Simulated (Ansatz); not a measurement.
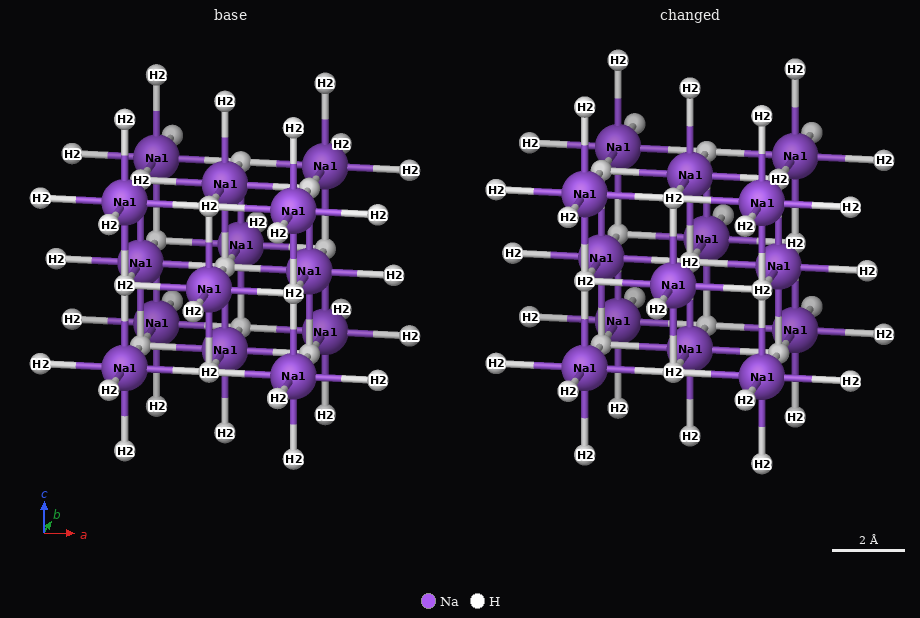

Left: crystalline NaH (built on the rocksalt type) at its r2SCAN-relaxed geometry. Right: the same structure after one change, at the same scale. Style: ball-and-stick. Shown: the conventional cell (4 times the calculation's cell), slightly off an axis. Lengths and directions refer to the drawn axes.

Theory: Ansatz 0.2.0, DFT, r2SCAN, plane waves, PAW. Settings: plane-wave cutoff 500 eV; k-point mesh 10 × 10 × 10; occupations fixed; no spin polarisation.

Which change leads from the left to the right?

Answer. All lengths are scaled by +5.0 % (volume +15.8 %). The atoms were relaxed with r2SCAN under that strain, and this is a single point on that geometry.

How do the computed properties respond?

Answer. Some distances before and after: H–Na 2.398 → 2.517 Å. The space group stays Fm-3m (No. 225). Energy change: +20.7 meV per atom. Pressure: 0.0 GPa before, −2.7 GPa after. All forces vanish by symmetry.
